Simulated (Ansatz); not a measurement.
**Run report: ZnSe, geometry relaxation (part 1 of 3)**

- system: ZnSe (slab, 16 atoms in the cell)
- method: DFT PBE+D3(BJ), scalar-relativistic, plane waves, PAW, no spin polarisation (Ansatz 0.2.0)

The structure derives from an entry of the Crystallography Open Database. The input holds or restrains some coordinates. Forces given for the steps count only the free coordinates. It belongs to a series of runs on one base structure; here: clean slab, lower planes held. Figures and captions count atoms from 1; the log counts them from 0 in places.

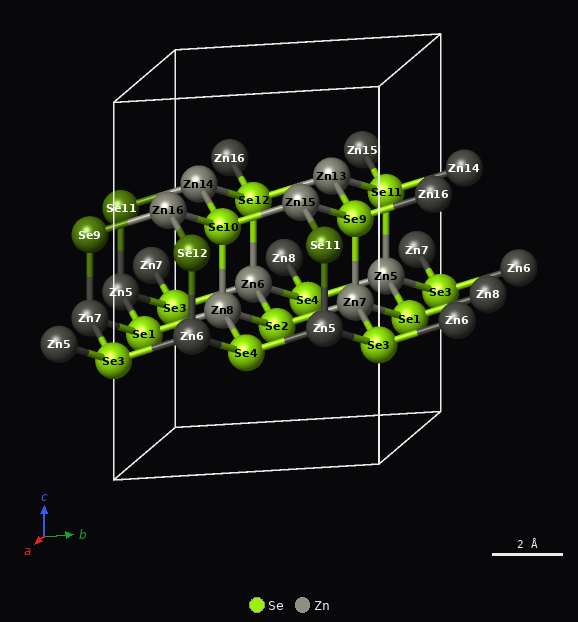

Figure 1. The starting structure (ball-and-stick view of the cell of the calculation, with the vacuum cut short, seen slightly off an axis; neighbours outside the cell are drawn fainter; atoms are numbered from 1 in the order of the input). An atom can appear more than once, as a periodic image. Near neighbours in the periodic cell (some may lie outside the picture): Se has 3 Zn at 2.45 Å; Zn has 4 Se at 2.45 Å; Se has 4 Zn at 2.45 Å; Zn has 3 Se at 2.45 Å.

Key numbers:

| quantity | value |
| --- | --- |
| outcome | converged under the restraints of the input |
| electrons treated | 224 |
| free energy | −70316.2146 eV |
| work function, top face | 4.42 eV |
| work function, bottom face | 5.47 eV |
| Fermi energy | −0.835 eV |
| gap on the k-point mesh | 1.31 eV |
| final volume | 1112.25 Å³ |
| work function (upper face) | 4.42 eV |
| largest force (length of the vector) at the end, held atoms and coordinates included | 0.258 eV/Å |
| hardware | 4 threads of Intel Xeon (Granite Rapids), 64 GiB of memory available, shared host |
| wall time | 49 s (CPU time 3 min) |
| peak memory | 1.8 GiB |

Input:
```yaml
crystal:
  lattice:
    - [7.9972834977, 0.0, 0.0]
    - [-3.9986417489, 6.9258506703, 0.0]
    - [0.0, 0.0, 20.0810966454]
  atoms:
    - { symbol: Se, position: [0.5, 0.0, 0.3983846172] }
    - { symbol: Se, position: [0.5, 0.5, 0.3983846172] }
    - { symbol: Se, position: [0.0, 0.0, 0.3983846172] }
    - { symbol: Se, position: [0.0, 0.5, 0.3983846172] }
    - { symbol: Zn, position: [0.1666666667, 0.8333333333, 0.4390307703] }
    - { symbol: Zn, position: [0.1666666667, 0.3333333333, 0.4390307703] }
    - { symbol: Zn, position: [0.6666666667, 0.8333333333, 0.4390307703] }
    - { symbol: Zn, position: [0.6666666667, 0.3333333333, 0.4390307703] }
    - { symbol: Se, position: [0.6666666667, 0.8333333333, 0.5609692297] }
    - { symbol: Se, position: [0.6666666667, 0.3333333333, 0.5609692297] }
    - { symbol: Se, position: [0.1666666667, 0.8333333333, 0.5609692297] }
    - { symbol: Se, position: [0.1666666667, 0.3333333333, 0.5609692297] }
    - { symbol: Zn, position: [0.3333333333, 0.6666666667, 0.6016153828] }
    - { symbol: Zn, position: [0.3333333333, 0.1666666667, 0.6016153828] }
    - { symbol: Zn, position: [0.8333333333, 0.6666666667, 0.6016153828] }
    - { symbol: Zn, position: [0.8333333333, 0.1666666667, 0.6016153828] }
basis:
  ecutwfc: 420
kpoints:
  mp_grid: { grid: [2, 2, 1] }
hamiltonian:
  xc: pbe
  dispersion: d3bj
scf:
  occupations: { method: gaussian, width: 0.05 }
output:
  forces: true
  eigenvalues: true
  write_density: true
  write_potential: true
  elf: true
  volumetric_format: npy
relax:
  adjacent_minimum: "off"
  f_tol: 0.03
  max_steps: 70
  constraints: [{ sites: [0, 1, 2, 3, 4, 5, 6, 7] }]
efield:
  axis: 3
  dipole_correction: true
  ramp_width: 0.04
```

Command:
```bash
ansatz run input.yaml --threads 4 --pin off --max-ram 10240MiB --backend cpu --events-out ev --progress --plain --runs-dir out
```

The program's output:
```
Engine: ansatz 0.2.0, x86_64-unknown-linux-gnu
Pseudopotentials: kind: paw
Pseudopotential: Se, paw, valence charge 16, recommended cutoff 420 eV (normal), Se.paw.azcp
Pseudopotential: Zn, paw, valence charge 12, recommended cutoff 420 eV (normal), Zn.paw.azcp
Functional definition: PBE
  parameter kappa = 0.804
  parameter beta = 0.06672455060314922
  exchange = pbe_x(kappa = kappa, mu = beta*pi^2/3)
  correlation = pbe_c(beta = beta)
Crystal: 16 atoms, lattice volume = 1112.252 Å³
Basis set: ecut = 420 eV, 21733 PW (Γ), exchange–correlation on 108×108×270 points (8 copies of the dense FFT grid, shifted against one another)
Bands: 135, of which v1, the nominal top of the filled ones, is band 112 counted from 1 (111 counted from 0)
Symmetry: 24 space group operations
Space group: P3m1 (ITA 156), of the structure as read, at distance tolerance 1.0e-4 Å
k-points: 2 of 4
Non-local potential: Se, projectors of the file, l = 0: 2, l = 1: 2, l = 2: 3, l = 3: 1
Non-local potential: Zn, projectors of the file, l = 0: 2, l = 1: 2, l = 2: 3, l = 3: 1
PAW form: soft (Blöchl's): semilocal exchange-correlation on the pseudo side does not see the compensation charge
PAW one-centre angular grid: Se, 590 points (default); XC on 64 Gauss nodes
PAW one-centre angular grid: Zn, 590 points (default); XC on 64 Gauss nodes
Initial density: superposition of atomic densities (neutral atoms: chi_scale 0, normalization atom), corrected by the library's trained network
Initial wavefunctions: pseudopotential atomic-orbital guess
Functional: x = pbe(κ = 0.804, μ = 0.2195149727645171), c = pbe(β = 0.06672455060314922)
SCF iter   1: F=—  HF=-70314.398411 eV  |F-HF|=—  |Δ(HF+E_count)|=         —  Δρ=1.97e-3  dr2=5.18e-1  ethr=1.77e-3  p=0.868 e·Å  D=1.41e-1 V/Å  ΔV_dip=-2.84 eV  dr2_dipole=2.02e-1  V_vac-E_F(+/−)=2.98/5.81 eV  ⟨swp⟩=7.5  Hψ=1138  notcnv=0  defer=13
efield: sawtooth ramp at fractional position 0.9800 (placed from the atoms, in the widest stretch of the axis that holds none; the zero of the levels goes with the place), width 0.0400; the density the first Hamiltonian is built on has a dipole p = 0.868 e·Å; the dipole correction subtracts the counter field D = 1.41e-1 V/Å, which shifts the + side's vacuum level by -2.84 eV against the − side's; the planar-averaged density in the ramp window peaks in size at 2.4e-5 e/Å³
preconditioner: auto → Resta (q_TF=auto, 2.089 Å⁻¹)  ε∞=2.7  [insulator: Δε(μ)=0.542 eV  Ē_g=10.130 eV  σ=0.050 eV  W_gap=1.00  n_scr=186 (ndim 8)  ℏωp=13.4 eV  f_vac=0.638  D(μ)=0.00/eV (n_scr^D=0)  ε∞_Penn≈2.7  vacuum switching on, ρ_ref=7.4e-3 e/Å³]
SCF iter   2: F=—  HF=-70314.430415 eV  |F-HF|=—  |Δ(HF+E_count)|=   3.20e-2  Δρ=3.31e-3  dr2=1.31e0  ethr=2.31e-4  p=1.188 e·Å  D=1.93e-1 V/Å  ΔV_dip=-3.88 eV  dr2_dipole=5.45e-1  V_vac-E_F(+/−)=2.22/6.10 eV  ⟨swp⟩=2.5  Hψ=354  notcnv=0  defer=38  recentre
preconditioner: auto → LDOS  [insulator: Δε(μ)=0.050 eV  Ē_g=9.906 eV  σ=0.050 eV  W_gap=0.51  n_scr=186 (ndim 8)  ℏωp=13.4 eV  f_vac=0.637  D(μ)=12.09/eV (n_scr^D=50)  ε∞_Penn≈2.8  β→1.0]
SCF iter   3: F=—  HF=-70314.342884 eV  |F-HF|=—  |Δ(HF+E_count)|=   8.75e-2  Δρ=1.06e-3  dr2=1.28e-1  ethr=2.31e-4  p=0.949 e·Å  D=1.54e-1 V/Å  ΔV_dip=-3.10 eV  dr2_dipole=4.58e-2  V_vac-E_F(+/−)=2.78/5.88 eV  ⟨swp⟩=2.5  Hψ=289  notcnv=0  defer=38
SCF iter   4: F=—  HF=-70314.322418 eV  |F-HF|=—  |Δ(HF+E_count)|=   2.05e-2  Δρ=4.68e-4  dr2=3.40e-3  ethr=5.70e-5  p=1.014 e·Å  D=1.65e-1 V/Å  ΔV_dip=-3.31 eV  dr2_dipole=9.11e-4  V_vac-E_F(+/−)=2.57/5.88 eV  ⟨swp⟩=2.0  Hψ=349  notcnv=0  defer=33
SCF iter   5: F=—  HF=-70314.321812 eV  |F-HF|=—  |Δ(HF+E_count)|=   6.05e-4  Δρ=1.49e-4  dr2=2.77e-4  ethr=1.52e-6  p=1.029 e·Å  D=1.67e-1 V/Å  ΔV_dip=-3.36 eV  dr2_dipole=1.73e-5  V_vac-E_F(+/−)=2.53/5.89 eV  ⟨swp⟩=2.0  Hψ=373  notcnv=0  defer=33
SCF iter   6: F=—  HF=-70314.321823 eV  |F-HF|=—  |Δ(HF+E_count)|=   1.04e-5  Δρ=5.60e-5  dr2=5.01e-5  ethr=1.23e-7  p=1.028 e·Å  D=1.67e-1 V/Å  ΔV_dip=-3.36 eV  dr2_dipole=6.19e-8  V_vac-E_F(+/−)=2.53/5.88 eV  ⟨swp⟩=2.5  Hψ=440  notcnv=0  defer=33
SCF iter   7: F=-70314.321838 eV  HF=-70314.321848 eV  |F-HF|=9.86e-6  |Δ(HF+E_count)|=   2.51e-5  Δρ=2.69e-5  dr2=1.33e-5  ethr=1.00e-8  p=1.029 e·Å  D=1.67e-1 V/Å  ΔV_dip=-3.36 eV  dr2_dipole=1.11e-7  V_vac-E_F(+/−)=2.52/5.88 eV  ⟨swp⟩=25.5  Hψ=3098  notcnv=0
SCF 1 converged in 7 iterations: F = -70314.321838 eV  dr2 = 1.33e-5
  greatest PAW one-centre occupation: 1.000 electrons in one spin orbital (limit 2), on the Se atom at site 11 (counted from 0), in its partial waves of l = 2
relax step   1: F+E_penalty+E_count = -70314.32183793 eV  Δ(F+E_penalty+E_count) = +0.000e0 eV  max|allowed force component| = 1.450e0 eV/Å  Δτ_max = 0.0000 Å  (7 SCF iters, dr2 threshold 2.25e-5 eV, accepted)
Initial density: handed on by an earlier stage of this run
Initial wavefunctions: those handed on with the density
iter 1 solved again at ethr=5.84e-5 eV; its pass at ethr=3.10e-3 eV (dr2=1.31e-1 eV) is discarded
SCF iter   1: F=—  HF=-70314.945222 eV  |F-HF|=—  |Δ(HF+E_count)|=         —  Δρ=2.19e-3  dr2=1.27e-1  ethr=5.84e-5  p=1.029 e·Å  D=1.67e-1 V/Å  ΔV_dip=-3.36 eV  dr2_dipole=1.26e-2  V_vac-E_F(+/−)=2.53/5.89 eV  ⟨swp⟩=1.5  Hψ=940  notcnv=0  defer=33
efield: sawtooth ramp at fractional position 0.9800 (handed on by an earlier solve), width 0.0400; the density the first Hamiltonian is built on has a dipole p = 1.029 e·Å; the dipole correction subtracts the counter field D = 1.67e-1 V/Å, which shifts the + side's vacuum level by -3.36 eV against the − side's; the planar-averaged density in the ramp window peaks in size at 2.8e-6 e/Å³
preconditioner: auto → Resta (q_TF=auto, 2.089 Å⁻¹)  ε∞=2.8  [insulator: Δε(μ)=0.225 eV  Ē_g=10.016 eV  σ=0.050 eV  W_gap=1.00  n_scr=186 (ndim 8)  ℏωp=13.4 eV  f_vac=0.641  D(μ)=0.10/eV (n_scr^D=0)  ε∞_Penn≈2.8  vacuum switching on, ρ_ref=7.3e-3 e/Å³]
SCF iter   2: F=—  HF=-70314.932167 eV  |F-HF|=—  |Δ(HF+E_count)|=   1.31e-2  Δρ=1.58e-3  dr2=1.65e-1  ethr=5.67e-5  p=1.103 e·Å  D=1.79e-1 V/Å  ΔV_dip=-3.60 eV  dr2_dipole=6.17e-2  V_vac-E_F(+/−)=2.40/6.01 eV  ⟨swp⟩=2.0  Hψ=333  notcnv=0  defer=33
preconditioner: auto → LDOS  [insulator: Δε(μ)=0.051 eV  Ē_g=10.010 eV  σ=0.050 eV  W_gap=0.52  n_scr=186 (ndim 8)  ℏωp=13.4 eV  f_vac=0.641  D(μ)=11.98/eV (n_scr^D=50)  ε∞_Penn≈2.8  β→1.0]
SCF iter   3: F=—  HF=-70314.918303 eV  |F-HF|=—  |Δ(HF+E_count)|=   1.39e-2  Δρ=6.50e-4  dr2=1.01e-2  ethr=5.67e-5  p=1.053 e·Å  D=1.71e-1 V/Å  ΔV_dip=-3.44 eV  dr2_dipole=8.00e-4  V_vac-E_F(+/−)=2.52/5.96 eV  ⟨swp⟩=2.0  Hψ=335  notcnv=0  defer=34
SCF iter   4: F=—  HF=-70314.919023 eV  |F-HF|=—  |Δ(HF+E_count)|=   7.20e-4  Δρ=2.89e-4  dr2=5.54e-3  ethr=4.51e-6  p=1.045 e·Å  D=1.70e-1 V/Å  ΔV_dip=-3.42 eV  dr2_dipole=7.72e-5  V_vac-E_F(+/−)=2.53/5.94 eV  ⟨swp⟩=2.0  Hψ=389  notcnv=0  defer=34
SCF iter   5: F=—  HF=-70314.917960 eV  |F-HF|=—  |Δ(HF+E_count)|=   1.06e-3  Δρ=9.67e-5  dr2=3.61e-4  ethr=2.47e-6  p=1.045 e·Å  D=1.70e-1 V/Å  ΔV_dip=-3.41 eV  dr2_dipole=1.39e-4  V_vac-E_F(+/−)=2.55/5.96 eV  ⟨swp⟩=2.0  Hψ=324  notcnv=0  defer=34
SCF iter   6: F=-70314.918009 eV  HF=-70314.918050 eV  |F-HF|=4.13e-5  |Δ(HF+E_count)|=   9.00e-5  Δρ=7.49e-5  dr2=4.14e-5  ethr=4.46e-8  p=1.039 e·Å  D=1.69e-1 V/Å  ΔV_dip=-3.39 eV  dr2_dipole=2.93e-6  V_vac-E_F(+/−)=2.56/5.96 eV  ⟨swp⟩=20.0  Hψ=2943  notcnv=0
SCF 2 converged in 6 iterations: F = -70314.918009 eV  dr2 = 4.14e-5
[... from here on the iterations of each SCF are left out, up to the last one ...]
relax step   2: F+E_penalty+E_count = -70314.91800899 eV  Δ(F+E_penalty+E_count) = -5.962e-1 eV  max|allowed force component| = 7.282e-1 eV/Å  Δτ_max = 0.0987 Å  (6 SCF iters, dr2 threshold 1.00e-4 eV, accepted)
efield: sawtooth ramp at fractional position 0.9800 (handed on by an earlier solve), width 0.0400; the density the first Hamiltonian is built on has a dipole p = 1.039 e·Å; the dipole correction subtracts the counter field D = 1.69e-1 V/Å, which shifts the + side's vacuum level by -3.39 eV against the − side's; the planar-averaged density in the ramp window peaks in size at 6.9e-6 e/Å³
preconditioner: auto → LDOS  [insulator: Δε(μ)=0.905 eV  Ē_g=10.058 eV  σ=0.050 eV  W_gap=0.54  n_scr=186 (ndim 8)  ℏωp=13.4 eV  f_vac=0.639  D(μ)=13.39/eV (n_scr^D=50)  ε∞_Penn≈2.8  β→1.0]
SCF 3 converged in 7 iterations: F = -70315.178870 eV  dr2 = 6.96e-6
relax step   3: F+E_penalty+E_count = -70315.17886990 eV  Δ(F+E_penalty+E_count) = -2.609e-1 eV  max|allowed force component| = 2.141e-1 eV/Å  Δτ_max = 0.1361 Å  (7 SCF iters, dr2 threshold 3.31e-5 eV, accepted)
efield: sawtooth ramp at fractional position 0.9800 (handed on by an earlier solve), width 0.0400; the density the first Hamiltonian is built on has a dipole p = 0.985 e·Å; the dipole correction subtracts the counter field D = 1.60e-1 V/Å, which shifts the + side's vacuum level by -3.22 eV against the − side's; the planar-averaged density in the ramp window peaks in size at 8.3e-6 e/Å³
preconditioner: auto → LDOS  [insulator: Δε(μ)=1.164 eV  Ē_g=10.139 eV  σ=0.050 eV  W_gap=0.51  n_scr=186 (ndim 8)  ℏωp=13.4 eV  f_vac=0.640  D(μ)=11.66/eV (n_scr^D=50)  ε∞_Penn≈2.7  β→1.0]
preconditioner: auto → Resta (q_TF=auto, 2.089 Å⁻¹)  ε∞=2.7  [insulator: Δε(μ)=0.447 eV  Ē_g=10.382 eV  σ=0.050 eV  W_gap=1.00  n_scr=186 (ndim 8)  ℏωp=13.4 eV  f_vac=0.640  D(μ)=0.00/eV (n_scr^D=0)  ε∞_Penn≈2.7  vacuum switching on, ρ_ref=7.8e-3 e/Å³  β→0.5]
SCF 4 converged in 9 iterations: F = -70315.230203 eV  dr2 = 2.23e-6
relax step   4: F+E_penalty+E_count = -70315.23020337 eV  Δ(F+E_penalty+E_count) = -5.133e-2 eV  max|allowed force component| = 3.866e-2 eV/Å  Δτ_max = 0.0957 Å  (9 SCF iters, dr2 threshold 3.97e-6 eV, accepted)
efield: sawtooth ramp at fractional position 0.9800 (handed on by an earlier solve), width 0.0400; the density the first Hamiltonian is built on has a dipole p = 0.903 e·Å; the dipole correction subtracts the counter field D = 1.47e-1 V/Å, which shifts the + side's vacuum level by -2.95 eV against the − side's; the planar-averaged density in the ramp window peaks in size at 1.5e-5 e/Å³
preconditioner: auto → LDOS  [metal: Δε(μ)=0.047 eV  Ē_g=10.233 eV  σ=0.050 eV  W_gap=0.48  n_scr=186 (ndim 8)  ℏωp=13.4 eV  f_vac=0.644  D(μ)=12.48/eV (n_scr^D=50)  β→1.0]
SCF 5 converged in 9 iterations: F = -70315.241505 eV  dr2 = 2.33e-8
relax step   5: F+E_penalty+E_count = -70315.24150497 eV  Δ(F+E_penalty+E_count) = -1.130e-2 eV  max|allowed force component| = 2.027e-2 eV/Å  Δτ_max = 0.0834 Å  (9 SCF iters, accepted)
efield: sawtooth ramp at fractional position 0.9800 (handed on by an earlier solve), width 0.0400; the density the first Hamiltonian is built on has a dipole p = 0.896 e·Å; the dipole correction subtracts the counter field D = 1.46e-1 V/Å, which shifts the + side's vacuum level by -2.93 eV against the − side's; the planar-averaged density in the ramp window peaks in size at 1.3e-5 e/Å³
preconditioner: auto → LDOS  [insulator: Δε(μ)=1.336 eV  Ē_g=10.274 eV  σ=0.050 eV  W_gap=0.57  n_scr=186 (ndim 8)  ℏωp=13.4 eV  f_vac=0.645  D(μ)=15.16/eV (n_scr^D=64)  ε∞_Penn≈2.7  β→1.0]
SCF 6 converged in 8 iterations: F = -70315.244209 eV  dr2 = 5.91e-8
relax step   6: F+E_penalty+E_count = -70315.24420887 eV  Δ(F+E_penalty+E_count) = -2.704e-3 eV  max|allowed force component| = 2.093e-2 eV/Å  Δτ_max = 0.0414 Å  (8 SCF iters, accepted)
efield: sawtooth ramp at fractional position 0.9800 (handed on by an earlier solve), width 0.0400; the density the first Hamiltonian is built on has a dipole p = 0.877 e·Å; the dipole correction subtracts the counter field D = 1.43e-1 V/Å, which shifts the + side's vacuum level by -2.87 eV against the − side's; the planar-averaged density in the ramp window peaks in size at 1.1e-5 e/Å³
preconditioner: auto → LDOS  [insulator: Δε(μ)=1.366 eV  Ē_g=10.322 eV  σ=0.050 eV  W_gap=0.59  n_scr=186 (ndim 8)  ℏωp=13.4 eV  f_vac=0.650  D(μ)=14.75/eV (n_scr^D=62)  ε∞_Penn≈2.7  β→1.0]
SCF 7 converged in 9 iterations: F = -70315.278328 eV  dr2 = 6.29e-8
relax step   7: F+E_penalty+E_count = -70315.27832783 eV  Δ(F+E_penalty+E_count) = -3.412e-2 eV  max|allowed force component| = 1.004e-1 eV/Å  Δτ_max = 0.1789 Å  (9 SCF iters, accepted)
efield: sawtooth ramp at fractional position 0.9800 (handed on by an earlier solve), width 0.0400; the density the first Hamiltonian is built on has a dipole p = 0.789 e·Å; the dipole correction subtracts the counter field D = 1.28e-1 V/Å, which shifts the + side's vacuum level by -2.58 eV against the − side's; the planar-averaged density in the ramp window peaks in size at 5.4e-6 e/Å³
preconditioner: auto → LDOS  [metal: Δε(μ)=0.042 eV  Ē_g=10.375 eV  σ=0.050 eV  W_gap=0.43  n_scr=186 (ndim 8)  ℏωp=13.4 eV  f_vac=0.653  D(μ)=13.04/eV (n_scr^D=50)  β→1.0]
SCF 8 converged in 7 iterations: F = -70315.467635 eV  dr2 = 1.69e-6
relax step   8: F+E_penalty+E_count = -70315.46763527 eV  Δ(F+E_penalty+E_count) = -1.893e-1 eV  max|allowed force component| = 3.293e-1 eV/Å  Δτ_max = 0.1973 Å  (7 SCF iters, dr2 threshold 1.01e-5 eV, accepted)
efield: sawtooth ramp at fractional position 0.9800 (handed on by an earlier solve), width 0.0400; the density the first Hamiltonian is built on has a dipole p = 0.697 e·Å; the dipole correction subtracts the counter field D = 1.13e-1 V/Å, which shifts the + side's vacuum level by -2.28 eV against the − side's; the planar-averaged density in the ramp window peaks in size at 3.6e-6 e/Å³
preconditioner: auto → Resta (q_TF=auto, 2.089 Å⁻¹)  ε∞=2.7  [insulator: Δε(μ)=0.204 eV  Ē_g=10.370 eV  σ=0.050 eV  W_gap=1.00  n_scr=186 (ndim 8)  ℏωp=13.4 eV  f_vac=0.653  D(μ)=0.25/eV (n_scr^D=0)  ε∞_Penn≈2.7  vacuum switching on, ρ_ref=7.8e-3 e/Å³]
SCF 9 converged in 6 iterations: F = -70315.893690 eV  dr2 = 1.82e-5
```
